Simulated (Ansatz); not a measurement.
System: Mg11O12 (cell with a defect).

The calculation's input:

```
crystal:
  lattice:
    - [5.2809543534, -3.0489604175, 0.0]
    - [-1.0e-10, 6.097920835, 0.0]
    - [0.0, 0.0, 8.4761309303]
  atoms:
    - { symbol: Mg, position: [0.3333333333, 0.3333333333, 0.875] }
    - { symbol: Mg, position: [0.0, 0.6666666667, 0.375] }
    - { symbol: Mg, position: [0.0, 0.6666666667, 0.875] }
    - { symbol: Mg, position: [0.6666666667, 1.0, 0.375] }
    - { symbol: Mg, position: [0.6666666667, 1.0, 0.875] }
    - { symbol: Mg, position: [1.3333333333, 0.3333333333, 0.375] }
    - { symbol: Mg, position: [1.0, 0.3333333333, 0.625] }
    - { symbol: Mg, position: [0.6666666667, 0.6666666667, 0.125] }
    - { symbol: Mg, position: [0.6666666667, 0.6666666667, 0.625] }
    - { symbol: Mg, position: [0.3333333333, 1.0, 0.125] }
    - { symbol: Mg, position: [0.3333333333, 1.0, 0.625] }
    - { symbol: O, position: [0.3333333333, 0.3333333333, 0.125] }
    - { symbol: O, position: [0.3333333333, 0.3333333333, 0.625] }
    - { symbol: O, position: [0.0, 0.6666666667, 0.125] }
    - { symbol: O, position: [0.0, 0.6666666667, 0.625] }
    - { symbol: O, position: [0.6666666667, 1.0, 0.125] }
    - { symbol: O, position: [0.6666666667, 1.0, 0.625] }
    - { symbol: O, position: [1.0, 0.3333333333, 0.375] }
    - { symbol: O, position: [1.0, 0.3333333333, 0.875] }
    - { symbol: O, position: [0.6666666667, 0.6666666667, 0.375] }
    - { symbol: O, position: [0.6666666667, 0.6666666667, 0.875] }
    - { symbol: O, position: [0.3333333333, 1.0, 0.375] }
    - { symbol: O, position: [0.3333333333, 1.0, 0.875] }
basis:
  ecutwfc: 420
kpoints:
  mp_grid: { grid: [6, 6, 2] }
hamiltonian:
  xc: pbe
scf:
  occupations: { method: gaussian, width: 0.05 }
output:
  forces: true
  stress: true
  eigenvalues: true
  write_density: true
  write_potential: true
  elf: true
  volumetric_format: npy
relax:
  adjacent_minimum: "off"
  f_tol: 0.02
  max_steps: 50
```

Launched as:

```sh
ansatz run input.yaml --threads 4 --pin off --max-ram 9216MiB --backend cpu --events-out ev --progress --plain --runs-dir out
```

The fields are those of the relaxed geometry.

Theory: Ansatz 0.2.0, DFT PBE, scalar-relativistic, plane waves, PAW.

What will maps of the valence pseudo-density and electron localisation function show?

Answer. Mg–O (1.99 Å): the density is about 0.44 e/Å³ at the midpoint; the ELF peaks at about 0.85 in the valence shell of O, 0.7 Å from its nucleus, and is about 0.35 at the midpoint.
Mg–O (2.06 Å): ρ at the midpoint is about 0.37 e/Å³; the ELF peaks at about 0.85 in the valence shell of O, 0.6 Å from its nucleus, and is about 0.35 at the midpoint.

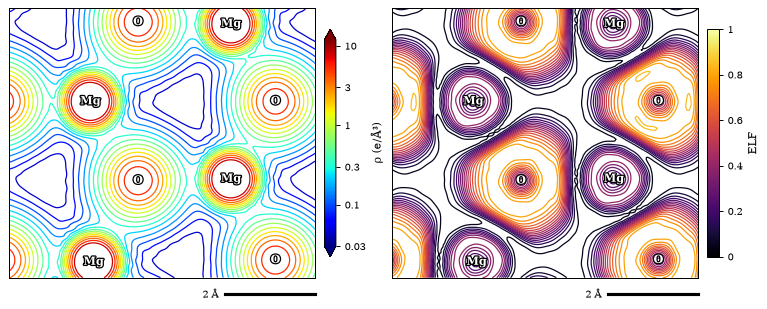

Computed valence pseudo-density and electron localisation function on the (001) plane of the calculation cell, in this order. 
